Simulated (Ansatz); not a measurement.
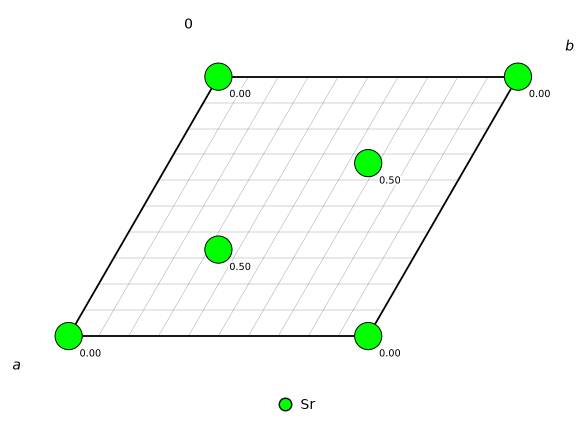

Plan of a unit cell projected along c (a down the page, b across); the numbers are heights as fractions of c, and atoms on the cell's edges are repeated. The grid marks tenths of a and b. Source: the input geometry of an electronic-structure calculation (not necessarily at equilibrium); the starting structure was generated, so it need not be a known form of this composition. Geometry calculated from the standardised cell; symmetry tolerance 0.002 Å.

a = 6.852 Å, b = 6.852 Å, c = 4.092 Å, α = 90.00°, β = 90.00°, γ = 120.00°.

Q: What does the cell contain?

A: 3 Sr: Sr, Z = 3.

Q: Which space group?

A: P6/mmm, No. 191, primitive hexagonal.

Q: Give the independent sites, coordinates to two places.

A:
```json
{"atom": "Sr", "site": "1a", "symmetry": "6/mmm", "x": "0.00", "y": "0.00", "z": "0.00"}
{"atom": "Sr", "site": "2d", "symmetry": "-6m2", "x": "0.33", "y": "0.67", "z": "0.50"}
```
